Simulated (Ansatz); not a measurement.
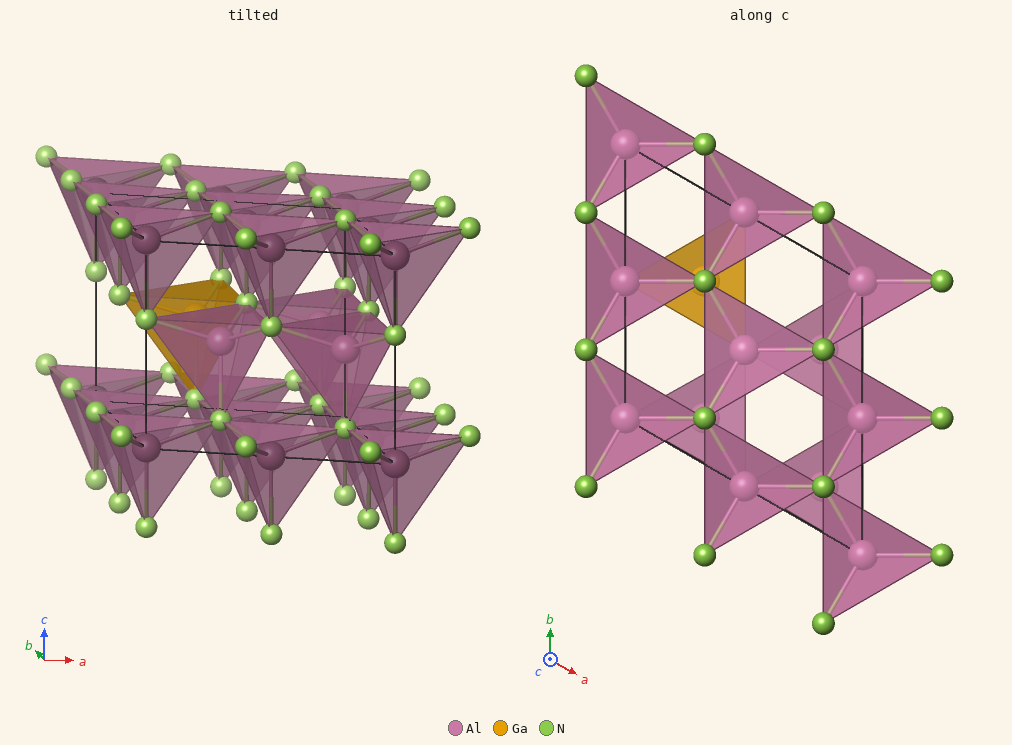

The crystal in a polyhedral representation, seen slightly off an axis and along the c axis. The lines enclose the conventional unit cell; boundary atoms appear with their images. Some atoms of the next cells are drawn as well.

Al₇GaN₈, space group P3m1 (No. 156), a = 6.23 Å, b = 6.23 Å, c = 5.01 Å, α = 90.00°, β = 90.00°, γ = 120.00°.

Run with DFT r2SCAN, scalar-relativistic, plane waves, PAW (Ansatz 0.2.0) and these settings: a basis cut at 500 eV, k-points about 0.21 Å⁻¹ apart, Gaussian smearing of 0.02 eV, no spin polarisation.

Is it conducting or gapped at this level?

An insulator at this level, with a gap of 4.49 eV on the k-mesh (the true edges may lie between mesh points, so the gap can be somewhat smaller).

The model was built from a structure listed in the Materials Project, with elements exchanged, so it need not be a known form of the compound. The geometry was optimised with Ansatz 0.2.0, DFT r2SCAN, scalar-relativistic, plane waves, PAW.
